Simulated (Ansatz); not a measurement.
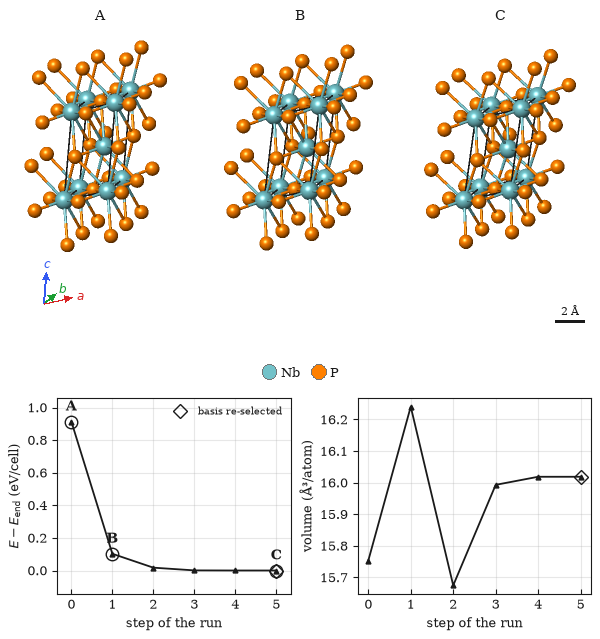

Frames of a relaxation of crystalline NbP (set up in I4_1/amd), marked on the history of the run. The picture is a ball-and-stick view of the cell of the calculation, seen slightly off an axis.

Theory: DFT, PAW plane waves, PBE (Ansatz 0.2.0).

The input:
```yaml
crystal:
  lattice:
    - [0.0, 3.326865, 0.0]
    - [3.326865, 0.0, 0.0]
    - [1.663433, 1.663433, -5.693192]
  atoms:
    - { symbol: Nb, position: [0.0, 0.0, 0.0] }
    - { symbol: Nb, position: [0.75, 0.25, 0.5] }
    - { symbol: P, position: [0.5, 0.5, 0.0] }
    - { symbol: P, position: [0.25, 0.75, 0.5] }
  symmetry: { tolerance: 0.0003 }
kpoints:
  mp_grid: { grid: [6, 6, 6], shift: [0.5, 0.5, 0.5] }
magnetization:
  spin_polarized: false
scf:
  occupations: { method: fermi_dirac }
hamiltonian:
  pseudopotentials: { kind: paw }
  xc: pbe
basis:
  ecutwfc: "800 eV"
output:
  forces: true
  stress: true
  eigenvalues: true
relax:
  max_steps: 40
  cell: {}
```

Launched with:
```bash
ansatz run input.yaml --threads 1 --pin off --max-ram 2560MiB --backend cpu --events-out ev --progress --plain --runs-dir out
```

What happens along the run?

Answer. After 4 accepted moves (5 points after the start) the energy has fallen by 0.914 eV per cell of the calculation. All forces vanish by symmetry, so only the cell relaxes. Pressure: 19.19 GPa at the start and 0.02 GPa at the end. At 1 point the geometry stayed and the basis and grid were re-selected for the new cell (energy shift of less than 0.05 meV per cell of the calculation at most each time). No atom moves by more than 0.005 Å relative to the cell. The volume changes by +1.7 %, with a = b 3.327 → 3.521 Å (+5.8 %), c 6.160 → 5.738 Å (−6.9 %), α 74.3° → 72.1°, β 74.3° → 72.1°. Among the contacts that change: Nb1–P4 3.297 → 3.127 Å, Nb1–Nb2 3.297 → 3.127 Å, Nb1–P3 2.352 → 2.489 Å. The space group stays I4_1/amd (No. 141). The run took 55 s on 1 thread of Intel(R) Xeon(R) Platinum 8259CL CPU @ 2.50GHz (Skylake/Cascade Lake) (shared host), peak memory 0.51 GiB. From step 0 to 1: volume +3.1 %, energy −0.811 eV per cell of the calculation. From step 1 to 5: volume −1.4 %, energy −0.103 eV per cell of the calculation.

```
step  E − E(0), meV/atom  pressure, GPa  volume, Å³/atom                      note
   0                0.00          19.19           15.753                          
   1             -202.76           2.51           16.240                          
   2             -224.07           3.96           15.675                          
   3             -228.25           0.52           15.993                          
   4             -228.41           0.02           16.019                          
   5             -228.42           0.02           16.019  same geometry, new basis
```
